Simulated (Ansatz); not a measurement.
# MgSi4N: a trial structure relaxed, part 2 of 2

Where does this trial cell of MgSi4N go when cell and atoms are let free?

Ansatz 0.2.0; DFT PBE, scalar-relativistic, plane waves, PAW. The steps go on from the part before.

### 5 Final relaxation

The end of the coarse run is made exact in the group found at a tolerance of 0.06 Å and reduced to its primitive cell.

Contents of input.yaml:

```yaml
crystal:
  lattice:
    - [0.0, 3.5352222029, 3.5352222029]
    - [3.5352222029, 0.0, 3.5352222029]
    - [3.5352222029, 3.5352222029, 0.0]
  atoms:
    - { symbol: Mg, position: [0.25, 0.25, 0.25] }
    - { symbol: Si, position: [0.6256597386, 0.1230207841, 0.6256597386] }
    - { symbol: Si, position: [0.6256597386, 0.6256597386, 0.6256597386] }
    - { symbol: Si, position: [0.1230207841, 0.6256597386, 0.6256597386] }
    - { symbol: Si, position: [0.6256597386, 0.6256597386, 0.1230207841] }
    - { symbol: "N", position: [0.0, 0.0, 0.0], spin: 0.94 }
basis:
  ecutwfc: 420
kpoints:
  mp_grid: { grid: [10, 10, 10] }
hamiltonian:
  xc: pbe
scf:
  occupations: { method: gaussian, width: 0.1 }
output:
  forces: true
  stress: true
  eigenvalues: true
  populations: true
  write_density: true
  write_potential: true
  elf: true
  volumetric_format: npy
magnetization:
  spin_polarized: true
relax:
  adjacent_minimum: "off"
  f_tol: 0.01
  max_steps: 80
  cell: { stress_tol: 0.05 }
```

Run with:

```console
$ ansatz run input.yaml --threads 1 --pin off --max-ram 2560MiB --backend cpu --events-out ev --progress --plain --runs-dir out
```

Output:

```text
Warning: RAYON_NUM_THREADS=1 ignored (pool sized by the plan → 1); use --threads N
Engine: ansatz 0.2.0, aarch64-unknown-linux-gnu
Pseudopotentials: kind: paw
Pseudopotential: Mg, paw, valence charge 10, recommended cutoff 420 eV (normal), Mg.paw.azcp
Pseudopotential: Si, paw, valence charge 4, recommended cutoff 420 eV (normal), Si.paw.azcp
Pseudopotential: N, paw, valence charge 5, recommended cutoff 420 eV (normal), N.paw.azcp
Functional definition: PBE
  parameter kappa = 0.804
  parameter beta = 0.06672455060314922
  exchange = pbe_x(kappa = kappa, mu = beta*pi^2/3)
  correlation = pbe_c(beta = beta)
Crystal: 6 atoms, lattice volume = 88.365 Å³
Basis set: ecut = 420 eV, 1759 PW (Γ), exchange–correlation on 72×72×72 points (8 copies of the dense FFT grid, shifted against one another)
Bands: 22, of which v1, the nominal top of the filled ones, is band 16 counted from 1 (15 counted from 0)
Symmetry: 24 space group operations
Space group: F-43m (ITA 216), of the structure as read, at distance tolerance 4.5e-5 Å
Magnetic group: BNS 216.74 (UNI 1576), of the structure as read, at distance tolerance 4.5e-5 Å
k-points: 47 of 1000 (time reversal used)
Non-local potential: Mg, projectors of the file, l = 0: 3, l = 1: 2, l = 2: 1
Non-local potential: Si, projectors of the file, l = 0: 2, l = 1: 2, l = 2: 2
Non-local potential: N, projectors of the file, l = 0: 2, l = 1: 2, l = 2: 1
PAW form: soft (Blöchl's): semilocal exchange-correlation on the pseudo side does not see the compensation charge
PAW one-centre angular grid: Mg, 110 points (default); XC on 64 Gauss nodes
PAW one-centre angular grid: Si, 110 points (default); XC on 64 Gauss nodes
PAW one-centre angular grid: N, 110 points (default); XC on 64 Gauss nodes
Initial density: superposition of atomic densities (chi_scale 0.1, normalization cell, long waves kept (reshape's long-wave potential 0.02 eV rms))
Starting moments: Σ|m| = 0.94 μB on 1 of 6 sites
Initial wavefunctions: pseudopotential atomic-orbital guess
Functional: x = pbe(κ = 0.804, μ = 0.2195149727645171), c = pbe(β = 0.06672455060314922)
SCF iter   1: F=—  HF=-4847.212018 eV  |F-HF|=—  |Δ(HF+E_count)|=         —  Δρ=5.33e-2 (↑5.33e-2 ↓4.29e-2)  dr2=1.49e1  dr2_m=2.62e-2  M=0.761 μB ∫|m|=0.835 μB  β_m=0.30  ethr=3.10e-3  ⟨swp⟩=6.4  Hψ=11518  notcnv=0
preconditioner: auto → Kerker (q_TF=auto, 2.291 Å⁻¹)  [metal: Δε(μ)=0.010 eV  Ē_g=8.022 eV  σ=0.100 eV  W_gap=0.06  n_scr=14 (ndim 8)  ℏωp=18.9 eV  f_vac=0.000  D(μ)=3.90/eV (n_scr^D=26)]
spin=Collinear: Kerker preconditioning applied to the charge; magnetization (m = ρ↑ − ρ↓) channel mixes plain (no charge-response kernel on spin).
SCF iter   2: F=—  HF=-4845.692229 eV  |F-HF|=—  |Δ(HF+E_count)|=    1.52e0  Δρ=1.56e-2 (↑1.56e-2 ↓1.43e-2)  dr2=6.91e-1  dr2_m=2.77e-3  M=0.785 μB ∫|m|=0.900 μB  β_m=0.30  ethr=3.10e-3  ⟨swp⟩=2.9  Hψ=4662  notcnv=0  defer=109
SCF iter   3: F=—  HF=-4845.616382 eV  |F-HF|=—  |Δ(HF+E_count)|=   7.58e-2  Δρ=1.03e-2 (↑1.03e-2 ↓9.47e-3)  dr2=3.46e-1  dr2_m=1.11e-3  M=0.785 μB ∫|m|=0.907 μB  β_m=1.00  ethr=2.23e-3  ⟨swp⟩=2.0  Hψ=2756  notcnv=0  defer=109
SCF iter   4: F=—  HF=-4845.549431 eV  |F-HF|=—  |Δ(HF+E_count)|=   6.70e-2  Δρ=3.19e-3 (↑3.19e-3 ↓1.87e-3)  dr2=1.84e-2  dr2_m=1.11e-3  M=0.731 μB ∫|m|=0.882 μB  β_m=0.30  ethr=1.12e-3  ⟨swp⟩=2.1  Hψ=3782  notcnv=0  defer=114
SCF iter   5: F=—  HF=-4845.547691 eV  |F-HF|=—  |Δ(HF+E_count)|=   1.74e-3  Δρ=2.07e-3 (↑1.44e-3 ↓2.07e-3)  dr2=4.10e-3  dr2_m=1.31e-3  M=0.711 μB ∫|m|=0.864 μB  β_m=0.30  ethr=5.93e-5  ⟨swp⟩=1.9  Hψ=2857  notcnv=0  defer=112
SCF iter   6: F=—  HF=-4845.548130 eV  |F-HF|=—  |Δ(HF+E_count)|=   4.39e-4  Δρ=1.45e-3 (↑1.45e-3 ↓1.08e-3)  dr2=5.03e-4  dr2_m=1.19e-3  M=0.699 μB ∫|m|=0.852 μB  β_m=0.30  ethr=1.32e-5  ⟨swp⟩=2.1  Hψ=2934  notcnv=0  defer=112
SCF iter   7: F=—  HF=-4845.548467 eV  |F-HF|=—  |Δ(HF+E_count)|=   3.37e-4  Δρ=1.35e-3 (↑1.08e-3 ↓1.35e-3)  dr2=2.03e-4  dr2_m=1.17e-3  M=0.686 μB ∫|m|=0.839 μB  β_m=0.30  ethr=1.62e-6  ⟨swp⟩=2.4  Hψ=3354  notcnv=0  defer=112
SCF iter   8: F=—  HF=-4845.548840 eV  |F-HF|=—  |Δ(HF+E_count)|=   3.73e-4  Δρ=1.18e-3 (↑1.18e-3 ↓1.15e-3)  dr2=1.42e-5  dr2_m=1.10e-3  M=0.675 μB ∫|m|=0.827 μB  β_m=0.30  ethr=6.56e-7  ⟨swp⟩=2.0  Hψ=2917  notcnv=0  defer=112
SCF iter   9: F=—  HF=-4845.549218 eV  |F-HF|=—  |Δ(HF+E_count)|=   3.78e-4  Δρ=1.17e-3 (↑1.11e-3 ↓1.17e-3)  dr2=1.90e-5  dr2_m=1.06e-3  M=0.663 μB ∫|m|=0.814 μB  β_m=0.30  ethr=4.58e-8  ⟨swp⟩=2.0  Hψ=3545  notcnv=0  defer=115
SCF iter  10: F=—  HF=-4845.549569 eV  |F-HF|=—  |Δ(HF+E_count)|=   3.50e-4  Δρ=1.14e-3 (↑1.09e-3 ↓1.14e-3)  dr2=2.09e-5  dr2_m=1.00e-3  M=0.652 μB ∫|m|=0.802 μB  β_m=0.30  ethr=4.58e-8  ⟨swp⟩=2.0  Hψ=3077  notcnv=0  defer=115
SCF iter  11: F=—  HF=-4845.549916 eV  |F-HF|=—  |Δ(HF+E_count)|=   3.47e-4  Δρ=1.22e-3 (↑9.84e-4 ↓1.22e-3)  dr2=2.08e-4  dr2_m=9.77e-4  M=0.641 μB ∫|m|=0.790 μB  β_m=0.30  ethr=4.58e-8  ⟨swp⟩=2.0  Hψ=3073  notcnv=0  defer=115
SCF iter  12: F=—  HF=-4845.550216 eV  |F-HF|=—  |Δ(HF+E_count)|=   3.00e-4  Δρ=1.17e-3 (↑9.49e-4 ↓1.17e-3)  dr2=1.53e-4  dr2_m=9.03e-4  M=0.631 μB ∫|m|=0.779 μB  β_m=0.30  ethr=4.58e-8  ⟨swp⟩=2.0  Hψ=3085  notcnv=0  defer=115
SCF iter  13: F=—  HF=-4845.550491 eV  |F-HF|=—  |Δ(HF+E_count)|=   2.75e-4  Δρ=1.09e-3 (↑9.35e-4 ↓1.09e-3)  dr2=8.07e-5  dr2_m=8.31e-4  M=0.622 μB ∫|m|=0.768 μB  β_m=0.30  ethr=4.58e-8  ⟨swp⟩=2.0  Hψ=3080  notcnv=0  defer=115
SCF iter  14: F=—  HF=-4845.550752 eV  |F-HF|=—  |Δ(HF+E_count)|=   2.61e-4  Δρ=1.06e-3 (↑9.01e-4 ↓1.06e-3)  dr2=8.05e-5  dr2_m=7.75e-4  M=0.613 μB ∫|m|=0.757 μB  β_m=0.30  ethr=4.58e-8  ⟨swp⟩=2.0  Hψ=3071  notcnv=0  defer=115
SCF iter  15: F=—  HF=-4845.550990 eV  |F-HF|=—  |Δ(HF+E_count)|=   2.38e-4  Δρ=9.95e-4 (↑8.83e-4 ↓9.95e-4)  dr2=4.13e-5  dr2_m=7.13e-4  M=0.605 μB ∫|m|=0.747 μB  β_m=0.30  ethr=4.58e-8  ⟨swp⟩=2.0  Hψ=3068  notcnv=0  defer=115
Mixer restart at iter 15: flushing history
spin-set hold released at iteration 15 (site moments' squared step at or under half its running peak, from the soft ceiling on): the magnetisation degrees of freedom join the quasi-Newton model from the next iteration; the mixer history was flushed
SCF iter  16: F=—  HF=-4845.551210 eV  |F-HF|=—  |Δ(HF+E_count)|=   2.21e-4  Δρ=9.09e-4 (↑8.99e-4 ↓9.09e-4)  dr2=1.37e-5  dr2_m=6.61e-4  M=0.597 μB ∫|m|=0.738 μB  β_m=0.35  ethr=4.58e-8  ⟨swp⟩=2.0  Hψ=3065  notcnv=0  defer=115
SCF iter  17: F=—  HF=-4845.551914 eV  |F-HF|=—  |Δ(HF+E_count)|=   7.03e-4  Δρ=9.94e-4 (↑6.21e-4 ↓9.94e-4)  dr2=2.97e-4  dr2_m=5.25e-4  M=0.571 μB ∫|m|=0.705 μB  β_m=0.07  ethr=4.42e-8  ⟨swp⟩=2.8  Hψ=3289  notcnv=0  defer=115
SCF iter  18: F=—  HF=-4845.552270 eV  |F-HF|=—  |Δ(HF+E_count)|=   3.56e-4  Δρ=7.31e-4 (↑7.31e-4 ↓6.96e-4)  dr2=1.83e-5  dr2_m=4.10e-4  M=0.555 μB ∫|m|=0.685 μB  β_m=0.26  ethr=4.42e-8  ⟨swp⟩=2.5  Hψ=3232  notcnv=0  defer=115
SCF iter  19: F=—  HF=-4845.553465 eV  |F-HF|=—  |Δ(HF+E_count)|=   1.19e-3  Δρ=3.51e-4 (↑3.47e-4 ↓3.51e-4)  dr2=6.33e-6  dr2_m=9.81e-5  M=0.486 μB ∫|m|=0.594 μB  β_m=0.48  ethr=4.42e-8  ⟨swp⟩=3.1  Hψ=4229  notcnv=0  defer=115
SCF iter  20: F=—  HF=-4845.553890 eV  |F-HF|=—  |Δ(HF+E_count)|=   4.25e-4  Δρ=6.60e-5 (↑6.60e-5 ↓6.35e-5)  dr2=3.88e-6  dr2_m=2.79e-6  M=0.416 μB ∫|m|=0.504 μB  β_m=0.74  ethr=2.04e-8  ⟨swp⟩=3.7  Hψ=4887  notcnv=0  defer=113
SCF iter  21: F=—  HF=-4845.553905 eV  |F-HF|=—  |Δ(HF+E_count)|=   1.59e-5  Δρ=3.06e-5 (↑3.06e-5 ↓1.86e-5)  dr2=1.38e-6  dr2_m=3.61e-7  M=0.404 μB ∫|m|=0.487 μB  β_m=0.87  ethr=1.25e-8  ⟨swp⟩=2.8  Hψ=3416  notcnv=0  defer=115
SCF iter  22: F=—  HF=-4845.553908 eV  |F-HF|=—  |Δ(HF+E_count)|=   2.64e-6  Δρ=3.82e-6 (↑2.08e-6 ↓3.82e-6)  dr2=4.41e-8  dr2_m=2.22e-9  M=0.396 μB ∫|m|=0.476 μB  β_m=0.92  ethr=3.23e-10  ⟨swp⟩=11.5  Hψ=16171  notcnv=0
iter 23 did not close the SCF: its close was put off until two iterations running show no level that it waits for move by more than its bar (scf_convergence_deferred on its scf_iter line)
SCF iter  23: F=-4845.553908 eV  HF=-4845.553908 eV  |F-HF|=1.18e-9  |Δ(HF+E_count)|=  7.34e-10  Δρ=8.83e-7 (↑8.83e-7 ↓6.26e-7)  dr2=1.83e-9  dr2_m=1.71e-10  M=0.396 μB ∫|m|=0.476 μB  β_m=0.95  ethr=1.42e-10  ⟨swp⟩=7.0  Hψ=10307  notcnv=0
SCF iter  24: F=-4845.553908 eV  HF=-4845.553908 eV  |F-HF|=3.65e-10  |Δ(HF+E_count)|=  5.27e-10  Δρ=2.62e-7 (↑2.23e-7 ↓2.62e-7)  dr2=4.18e-10  dr2_m=1.68e-12  M=0.396 μB ∫|m|=0.477 μB  ethr=5.90e-12  ⟨swp⟩=5.0  Hψ=10394  notcnv=0
SCF 1 converged in 24 iterations: F = -4845.553908 eV  dr2 = 4.18e-10
relax step   1: F+E_penalty+E_count = -4845.55390814 eV  Δ(F+E_penalty+E_count) = +0.000e0 eV  max|allowed force component| = 1.392e-3 eV/Å  Δτ_max = 0.0000 Å  P = -0.636 GPa  Ω = 88.365 Å³  (24 SCF iters, dr2 threshold 1.00e-7 eV, accepted)
[... 21 lines left out ...]
relax step   2: F+E_penalty+E_count = -4845.55552825 eV  Δ(F+E_penalty+E_count) = -1.620e-3 eV  max|allowed force component| = 3.124e-3 eV/Å  Δτ_max = 0.0001 Å  P = -0.209 GPa  Ω = 87.890 Å³  energy of the carried Pulay correction = +3.661e-4 eV  (11 SCF iters, dr2 threshold 6.00e-7 eV, accepted)
[... 19 lines left out ...]
relax step   3: F+E_penalty+E_count = -4845.55587770 eV  Δ(F+E_penalty+E_count) = -3.495e-4 eV  max|allowed force component| = 2.300e-3 eV/Å  Δτ_max = 0.0004 Å  P = -0.011 GPa  Ω = 87.654 Å³  energy of the carried Pulay correction = +5.486e-4 eV  (12 SCF iters, dr2 threshold 1.09e-7 eV, accepted)
[... 15 lines left out ...]
relax step   4: F+E_penalty+E_count = -4845.55537340 eV  Δ(F+E_penalty+E_count) = +5.043e-4 eV  max|allowed force component| = 2.371e-3 eV/Å  Δτ_max = 0.0000 Å  P = -0.022 GPa  Ω = 87.654 Å³  stress off target by 2.18e-2 GPa  SCF on the basis re-selected at this cell (its energy is not comparable with the rows above)  (9 SCF iters)
basis re-selected at this cell: Δ(F+E_penalty+E_count) = +5.043e-4 eV, ΔP = -0.011 GPa vs the last step (what re-selecting the basis moved, of the pressure what is left beyond the Pulay correction that the steps carried, after the strain that the cell walked since its last selection, with what the two solves' SCF thresholds leave and, on support functions, any second-order correction that the steps lacked; it is no measure of the basis error at this ecutwfc). This SCF's stress stands 2.18e-2 GPa from its target on what of the cell is left free (relax.cell.stress_tol is 5.00e-2 GPa) and its largest allowed force component is 2.37e-3 eV/Å (relax.f_tol is 1.00e-2 eV/Å): within both
SCF converged after 9 iterations
Magnetization: 0.2823 μB (15.6412 up, 15.3588 down)
Absolute magnetization: 0.3397 μB (∫|ρ↑−ρ↓|, with the PAW one-centre terms)
Spin contamination: 0.0137 ħ² per cell (⟨S²⟩ above its minimum at these occupations)
Per-site moments (μB) at R_I (Å): [(-0.0024084114806733853, 1.2064391973777344), (0.002365829794847596, 1.0232561673140452), (0.0023658297948476468, 1.0232561673140452), (0.0023658297948475756, 1.0232561673140452), (0.0023658297948475873, 1.0232561673140452), (0.2739222589755925, 1.2053456977348764)]
Free energy (F): -4845.555373 eV
Harris-Foulkes:  -4845.555373 eV  (|F-HF|=1.64e-11)
Internal energy: -4845.540687 eV  (E = F + TS)
E sigma→0 (E₀):  -4845.548030 eV
Entropy (-TS):   -0.014687 eV (-2.448 meV/atom)
Fermi energy:    8.805716 eV
--- Per-component energies (eV) ---
  E_band       = -263.975354
  E_kinetic    = 362.160045
  E_local      = -1853.912547  (includes V_loc(G=0)·N_el)
  E_nonlocal   = 244.725507
  E_hartree    = 669.409082
  E_xc         = -310.546812
  E_vxc        = -301.591533  (∫ρ·V_xc dr)
  E_paw        = -2467.635957  (= ΣΔE_a)
  E_vpaw       = -54.175024  (= ΣTr[D̂ρ^β])
  E_aug_tail   = 0.000092  (compensation charges beyond the density's cutoff)
  E_ewald      = -1489.740096
  E_smearing   = -0.014687  (= −TS)
  E_closure    = -0.000000  (closes the sum)
  Σ components = -4845.555373   (vs F -4845.555373, Δ=0.00e0)
--- Forces (eV/Å), atoms counted from 1 ---
  atom   1  Mg     0.00000000     0.00000000     0.00000000
  atom   2  Si     0.00237075    -0.00237075     0.00237075
  atom   3  Si    -0.00237075    -0.00237075    -0.00237075
  atom   4  Si    -0.00237075     0.00237075     0.00237075
  atom   5  Si     0.00237075     0.00237075    -0.00237075
  atom   6  N      0.00000000     0.00000000     0.00000000
  max |Σ_I F_I| component: 1.54e-16 eV/Å
--- Stress (GPa, compression-positive) ---
       -0.021845      -0.000000      -0.000000
       -0.000000      -0.021845       0.000000
       -0.000000       0.000000      -0.021845
  P = ⅓ Tr σ = -0.0218 GPa (-0.218 kbar)
--- Band table (eV; the first three rows and the last of 94) ---
  k-point 0 ↑: bands = ["-67.4903", "-34.2454", "-34.2454", "-34.2454", "-5.4008", "-2.3879", "1.6733", "3.9004", "3.9004", "3.9004", "4.3454", "4.3454", "4.3454", "7.2901", "7.2901", "7.4061", "7.4061", "7.4061", "8.9245", "13.7511", "13.7511", "13.7511"]
  k-point 1 ↑: bands = ["-67.4903", "-34.2455", "-34.2454", "-34.2454", "-5.3345", "-2.4261", "1.3442", "3.4443", "3.6305", "3.6305", "4.6591", "4.6591", "5.2560", "6.6898", "6.6898", "7.2183", "8.1720", "8.1720", "9.3954", "13.3901", "13.7630", "13.7630"]
  k-point 2 ↑: bands = ["-67.4903", "-34.2455", "-34.2455", "-34.2455", "-5.1409", "-2.5444", "0.6159", "3.2304", "3.3121", "3.3121", "4.9332", "4.9332", "6.4436", "6.4774", "6.4774", "7.1643", "9.0097", "9.0097", "10.3894", "12.5673", "13.6104", "13.6104"]
  k-point 46 ↓: bands = ["-67.4912", "-34.2466", "-34.2466", "-34.2466", "-3.6645", "-2.2647", "-2.2473", "1.0274", "2.3179", "4.6166", "4.8178", "6.5790", "7.8542", "8.4339", "8.6485", "9.0086", "9.7408", "10.9764", "11.1253", "11.2416", "13.5783", "13.5834"]
--- Relaxed structure (3 steps of the walk, 3 accepted, 1 SCFs on fresh bases) ---
  F+E_penalty+E_count = -4845.55537340 eV   max|allowed force component| = 2.371e-3 eV/Å   (the final SCF, on the basis selected at the relaxed cell)
  cell:  # Å, volume = 87.6538 Å³
    - [-1.2738430082238973e-34, 3.5257120715217463, 3.5257120715217463]
    - [3.5257120715217463, 2.496732296118839e-33, 3.5257120715217463]
    - [3.5257120715217463, 3.5257120715217463, 2.2929174148030153e-33]
  atoms:
    - { symbol: Mg, position: [0.25, 0.25, 0.25] }
    - { symbol: Si, position: [0.6256234270323651, 0.12312971890290458, 0.6256234270323651] }
    - { symbol: Si, position: [0.6256234270323651, 0.6256234270323651, 0.6256234270323651] }
    - { symbol: Si, position: [0.12312971890290458, 0.6256234270323651, 0.6256234270323651] }
    - { symbol: Si, position: [0.6256234270323651, 0.6256234270323651, 0.12312971890290458] }
    - { symbol: N, position: [2.318714992993717e-18, 2.309450528485573e-18, 2.3142424928863363e-18] }
--- Löwdin populations: 6 sites ---
  site symbol       q [e]    m [muB]
     0     Mg      8.4954    -0.0068
     1     Si      4.0282    -0.0005
     2     Si      4.0282    -0.0005
     3     Si      4.0282    -0.0005
     4     Si      4.0282    -0.0005
     5      N      5.7598     0.2975
  spilling = 0.020385 (of n_electrons = 31.000000)
```

Wall time 2.3 min (1 thread of Arm Neoverse V2, shared host); peak memory 0.43 GiB.

The steps of the relaxation:

```csv
step,energy from step 1 (eV/cell),largest force component (eV/Å),pressure (GPa),volume (Å³)
1,0.0000,0.0014,-0.64,88.36
2,-0.0016,0.0031,-0.21,87.89
3,-0.0020,0.0023,-0.01,87.65
4,-0.0015,0.0024,-0.02,87.65
```

Step 1 is the start. Step 4 repeats the geometry before it on a plane-wave basis chosen anew for that cell, so its energy need not be comparable with the rows above.

Lengths and angles in the start's conventional setting:

|  | before | after | change |
| --- | --- | --- | --- |
| a (Å) | 7.070 | 7.051 | -0.3 % |
| b (Å) | 7.070 | 7.051 | -0.3 % |
| c (Å) | 7.070 | 7.051 | -0.3 % |
| volume (Å³/atom) | 14.73 | 14.61 | -0.8 % |
| shortest distance (Å) | 2.487 | 2.481 | -0.2 % |
| space group (0.01 Å) | F-43m | F-43m | same |

The run keeps the 24 symmetry operations of the start, so it could not have lowered the symmetry.

Site by site:

| atom | moment in the atom's sphere (μB) | Löwdin electrons |
| --- | --- | --- |
| Mg1 | 0.00 | 8.50 |
| Si2 | 0.00 | 4.03 |
| Si3 | 0.00 | 4.03 |
| Si4 | 0.00 | 4.03 |
| Si5 | 0.00 | 4.03 |
| N6 | 0.27 | 5.76 |

The Löwdin counts miss 0.63 of the 31 electrons, which the atomic orbitals do not span, so they are no charges.

The maps below are laid out on this run's own conventional cell (a, b, c = 7.051, 7.051, 7.051 Å).

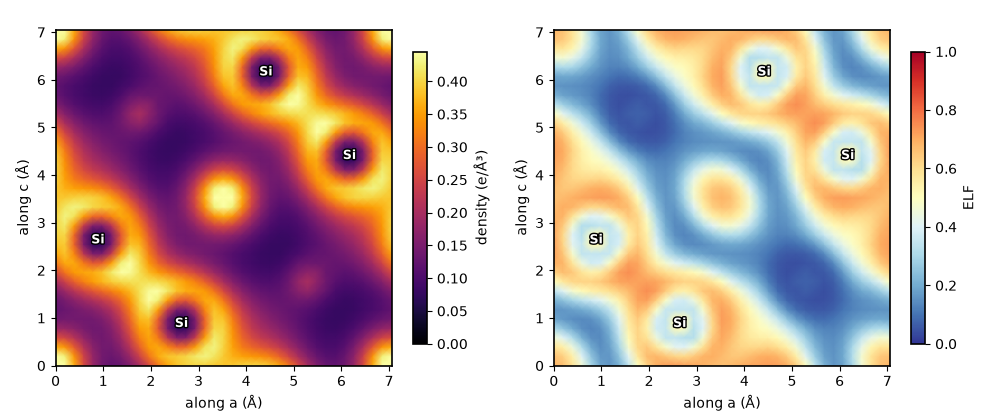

Density (left) and ELF (right) in a lattice plane of the grid's cell (edges 7.05 and 7.05 Å, at 0.126 of the third edge), which holds Si. Only atoms in the plane are labelled; the density scale stops at 0.45 e/Å³. Both are smooth fields of the valence electrons: close to the nuclei they are not physical.

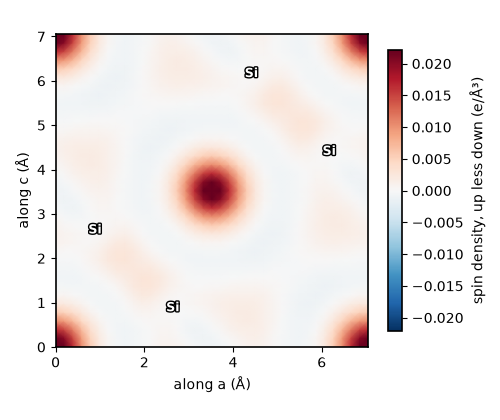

Spin density in a lattice plane of the grid's cell (edges 7.05 and 7.05 Å, at 0.126 of the third edge), which holds Si.

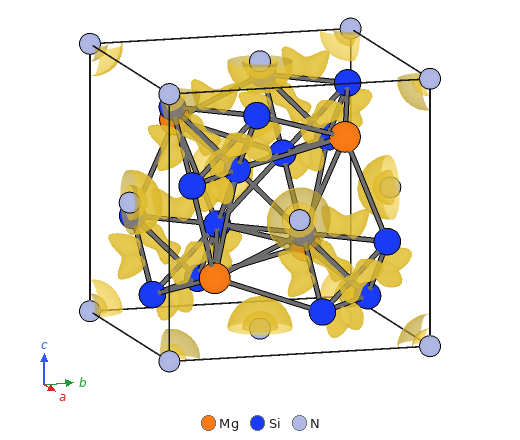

Surface of ELF = 0.75, drawn in one cell.

Outside the cores ELF peaks at 0.83 in the shell around N, 0.7 Å from N; 0.81 on the Si–Si line, 1.0 Å from Si.

### 6 A further run, with the input changed

Changes to input.yaml since step 5:

```diff
@@ -6,3 +6,3 @@
   atoms:
-    - { symbol: Mg, position: [0.25, 0.25, 0.25] }
+    - { symbol: Xx, position: [0.25, 0.25, 0.25] }
     - { symbol: Si, position: [0.6256597386, 0.1230207841, 0.6256597386] }
@@ -20,11 +20,7 @@
   occupations: { method: gaussian, width: 0.1 }
+  max_iter: 75
 output:
   forces: true
+  eigenvalues: true
   stress: true
-  eigenvalues: true
-  populations: true
-  write_density: true
-  write_potential: true
-  elf: true
-  volumetric_format: npy
 magnetization:
```

Run with:

```console
$ ansatz run input.yaml --threads 1 --pin off --max-ram 2560MiB --backend cpu --events-out ev --progress --plain --runs-dir out
```

Output:

```text
Error: YAML parse error: error: line 7 column 17: `Xx` is not an element symbol (H … Og, case-exact)
 --> <input>:7:17
  |
5 |     - [3.5352222029, 3.5352222029, 0.0]
6 |   atoms:
7 |     - { symbol: Xx, position: [0.25, 0.25, 0.25] }
  |                 ^ `Xx` is not an element symbol (H … Og, case-exact)
8 |     - { symbol: Si, position: [0.6256597386, 0.1230207841, 0.6256597386] }
9 |     - { symbol: Si, position: [0.6256597386, 0.6256597386, 0.6256597386] }
  |
```

Wall time 0.02 s (1 thread of Arm Neoverse V2, shared host); peak memory 0.019 GiB.

### 7 Diagnosis

The program refused the input before any cycle. It says: «line 7 column 17: `Xx` is not an element symbol (H … Og, case-exact)»

An atom's symbol is no element symbol as the program reads them.

Remedy: mend the symbol.

### 8 Summary of results

What follows sums up all 2 parts. Changes of volume or cell count from the first structure of part 1.

| quantity | value |
| --- | --- |
| symmetry at the end (tolerance 0.05 Å) | space group F-43m (No. 216) |
| conventional cell | a = 7.051 Å, b = 7.051 Å, c = 7.051 Å, α = 90.00°, β = 90.00°, γ = 90.00° |
| volume | 14.61 Å³/atom |
| energy over the elements (uncorrected; H, N, O, F and Cl as molecules) | +0.92 eV/atom |
| gap on the mesh | none (metal) |
| total moment | 0.28 μB/cell |

What this shows: The space group F-43m (No. 216) is kept, and the volume per atom grows by 1.3 % from the first guess. The formation energy is positive, so the separate elements lie lower. No finished test with a distortion of lower symmetry is shown, so the end may be a saddle point. Other magnetic orders were not searched.
